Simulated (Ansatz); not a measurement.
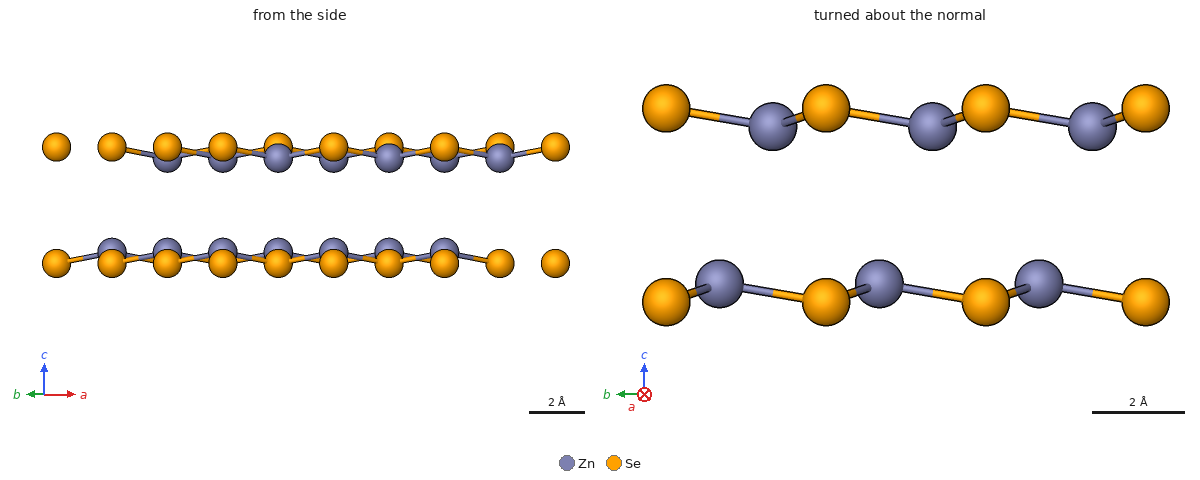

A ball-and-stick picture of a periodic slab, seen from the side and turned about the normal. The surface normal points up in side views; the vacuum is left out. 3×3 cells are drawn in the plane, with atoms at the edges repeated.

The cell holds 2 Zn, 2 Se.

**Give the thickness from the bottom atom to the top atom.**

About 4.2 Å from the lowest to the highest atom.

**How are the atoms coordinated and connected?**

Each Zn has three Se at about 2.4 Å. Each Se has three Zn at about 2.4 Å. The bonds build ZnSe layers parallel to the surface.

Starting structure: a structure type filled with these elements by a generator (whether the compound takes this form wasn't checked). This is the structure after a relaxation with DFT PBE+D3(BJ), scalar-relativistic, plane waves, PAW in Ansatz 0.2.0.
